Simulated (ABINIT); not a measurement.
**Effective mass calculation of SnTe (part 3 of 3)**

The same run, continued: SnTe (2 atoms in the cell); Kohn-Sham DFT of a periodic cell, PBE, spin-orbit coupling, JTH PAW PBE v2.0, no spin polarisation (ABINIT 10.8.3); cutoff 435.38 eV, 5×5×5 k-mesh, fixed occupations. The structure derives from an entry of the Crystallography Open Database.

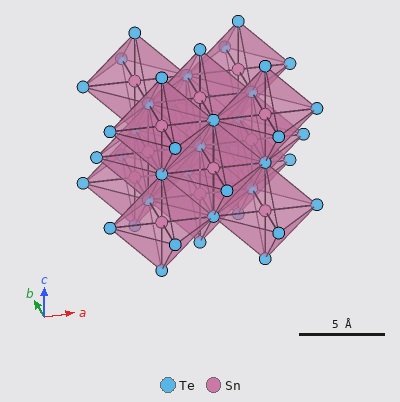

Fig. 1: The structure as given in the input (polyhedral view of the cell 4 times as large as that of the calculation, set on its symmetry axes, seen at an oblique angle; polyhedra are completed across the faces of the cell).

The program's output, continued:
```
 K-point (-0.200, 0.200, 0.000) | band =    20
 Transport equivalent effective mass tensor:
     *** SADDLE POINT: TRANSPORT EQV. EFF. MASS NOT DEFINED (see WARNING above) ***
 Angular average effective mass 1/(<1/m>)=  -0.0942156355
 Angular average effective mass for Frohlich model (<m**0.5>)**2=  -0.2000672474
 Effective masses along directions: (cart. coord. / red. coord. -> eff. mass)
    1:   1.000000  0.000000  0.000000 /   0.000000  0.707107  0.707107 ->  -0.0620016834
    2:   0.000000  1.000000  0.000000 /   0.707107  0.000000  0.707107 ->  -0.0620016845
    3:   0.000000  0.000000  1.000000 /   0.707107  0.707107  0.000000 ->   2.4076671933
    4:   0.707107  0.707107  0.000000 /   0.408248  0.408248  0.816497 ->  -0.0407124830
    5:   0.577350  0.577350  0.577350 /   0.577350  0.577350  0.577350 ->  -0.0615894502

 Angular average effective mass for Frohlich model, averaged over degenerate bands.
 Value of     (<<m**0.5>>)**2 =     2.000663E-01
 Absolute Value of <<m**0.5>> =     4.472877E-01

 COMMENTS:
 - At k-point ( 0.400, 0.000, 0.000), bands    21 through    22
   are DEGENERATE (effective mass tensor is therefore not defined).
   See Section IIIB Eqs. (67)-(70) and Appendix E of PRB 93 205147 (2016).
 - Angular average effective mass for Frohlich model is to be averaged over degenerate bands. See later.
 - Associated theta integrals calculated with ntheta=    100 points.

--- !WARNING
message: |

    Band(s)    21,    22,
    are not band extrema, but saddle points;
    the transport equivalent formalism breaks down in these conditions.
    The associated tensor(s) will therefore not be printed.
...

 K-point ( 0.400, 0.000, 0.000) | band =    21
 Transport equivalent effective mass tensor:
     *** SADDLE POINT: TRANSPORT EQV. EFF. MASS NOT DEFINED (see WARNING above) ***
 Angular average effective mass 1/(<1/m>)=  -0.1031903038
 Angular average effective mass for Frohlich model (<m**0.5>)**2=  -0.2102743625
 Effective masses along directions: (cart. coord. / red. coord. -> eff. mass)
    1:   1.000000  0.000000  0.000000 /   0.000000  0.707107  0.707107 ->  -0.1031903038
    2:   0.000000  1.000000  0.000000 /   0.707107  0.000000  0.707107 ->  -0.1031903038
    3:   0.000000  0.000000  1.000000 /   0.707107  0.707107  0.000000 ->  -0.1031903038
    4:   0.707107  0.707107  0.000000 /   0.408248  0.408248  0.816497 ->  -0.0646355738
    5:   0.577350  0.577350  0.577350 /   0.577350  0.577350  0.577350 ->  -0.0738306229

 K-point ( 0.400, 0.000, 0.000) | band =    22
 Transport equivalent effective mass tensor:
     *** SADDLE POINT: TRANSPORT EQV. EFF. MASS NOT DEFINED (see WARNING above) ***
 Angular average effective mass 1/(<1/m>)=  -0.1031903038
 Angular average effective mass for Frohlich model (<m**0.5>)**2=  -0.2102743637
 Effective masses along directions: (cart. coord. / red. coord. -> eff. mass)
    1:   1.000000  0.000000  0.000000 /   0.000000  0.707107  0.707107 ->  -0.1031903038
    2:   0.000000  1.000000  0.000000 /   0.707107  0.000000  0.707107 ->  -0.1031903038
    3:   0.000000  0.000000  1.000000 /   0.707107  0.707107  0.000000 ->  -0.1031903038
    4:   0.707107  0.707107  0.000000 /   0.408248  0.408248  0.816497 ->  -0.0646355738
    5:   0.577350  0.577350  0.577350 /   0.577350  0.577350  0.577350 ->  -0.0738306229

 Angular average effective mass for Frohlich model, averaged over degenerate bands.
 Value of     (<<m**0.5>>)**2 =     2.102744E-01
 Absolute Value of <<m**0.5>> =     4.585568E-01

 END OF EFFECTIVE MASSES SECTION

================================================================================

 ---- first-order wavefunction calculations are completed ----

 respfn : d/dk was computed, but no 2DTE, so no DDB output.

== END DATASET(S) ==============================================================
================================================================================

 -outvars: echo values of variables after computation  --------
            acell      1.8897261259E+00  1.8897261259E+00  1.8897261259E+00 Bohr
           etotal1    -7.8060373363E+01
           etotal3    -4.8172345271E+01
            fcart1    -0.0000000000E+00 -0.0000000000E+00 -0.0000000000E+00
                      -0.0000000000E+00 -0.0000000000E+00 -0.0000000000E+00
            rprim      0.0000000000E+00  3.1508500000E+00  3.1508500000E+00
                       3.1508500000E+00  0.0000000000E+00  3.1508500000E+00
                       3.1508500000E+00  3.1508500000E+00  0.0000000000E+00
           strten1    -6.3162419562E-05 -6.3162419562E-05 -6.3162419562E-05
                       0.0000000000E+00  0.0000000000E+00  0.0000000000E+00
           xangst      3.1508500000E+00  3.1508500000E+00  3.1508500000E+00
                       0.0000000000E+00  0.0000000000E+00  0.0000000000E+00
             xred      5.0000000000E-01  5.0000000000E-01  5.0000000000E-01
                       0.0000000000E+00  0.0000000000E+00  0.0000000000E+00
 Calculation completed.
```

This output came from the following input.

Input file:
```
ndtset 3

pp_dirpath "./"
pseudos "Te.GGA_PBE-JTH.xml, Sn.GGA_PBE-JTH.xml"

acell 3*1.0 Angstrom
rprim
     0.0000000000     3.1508500000     3.1508500000
     3.1508500000     0.0000000000     3.1508500000
     3.1508500000     3.1508500000     0.0000000000
ntypat 2
znucl 52 50
natom 2
typat 1 2
xred
            1/2            1/2            1/2
            0.0            0.0            0.0

ecut 16.0
pawecutdg 32.0

ixc 11

occopt 1

nspinor 2
nspden 1
pawspnorb 1

nstep 80
diemac 6.0

iomode 3
prteig 0
prtebands 0

kptopt1 4
ngkpt1 5 5 5
nshiftk1 1
shiftk1 0.0 0.0 0.0
nband1 20
tolvrs1 1.0e-11
prtden1 1
prtwf1 0

kptopt2 0
nkpt2 2
kpt2
  -0.2000000000 0.2000000000 0.0
  0.4000000000 0.0 0.0
istwfk2 2*1
nband2 26
getden2 1
kptopt3 0
nkpt3 2
kpt3
  -0.2000000000 0.2000000000 0.0
  0.4000000000 0.0 0.0
istwfk3 2*1
nband3 26
getden3 1

iscf2 -2
nbdbuf2 2
tolwfr2 1.0e-20
nstep2 200

iscf3 -3
getwfk3 2
rfelfd3 2
rfdir3 1 1 1
nqpt3 1
qpt3 0.0 0.0 0.0
tolwfr3 1.0e-20
nbdbuf3 2
nstep3 200
efmas3 1
efmas_bands3 19 20 21 22
efmas_calc_dirs3 1
efmas_n_dirs3 5
efmas_dirs3
  1 0 0
  0 1 0
  0 0 1
  1 1 0
  1 1 1
efmas_ntheta3 100
prtwf3 0
prtden3 0
prtpot3 0
```

Command:
```bash
abinit run.abi > log 2>&1
```

Results in brief:

| quantity | value |
| --- | --- |
| outcome | converged |
| space group (tolerance 0.01 Å) | Fm-3m (225) |
| electrons treated | 20 |
| free energy | −2124.1310 eV |
| Fermi energy | −1.082 eV |
| pressure | 1.86 GPa |
| largest force (length of the vector) | under 0.001 eV/Å |
| hardware | 1 thread of Intel Xeon (Granite Rapids), 16 GiB of memory available, shared host |
| wall time | 37 s |
| peak memory | 0.29 GiB |

Points of doubt noted for this run: cutoff too low for stress; mesh point may not be the band extremum.
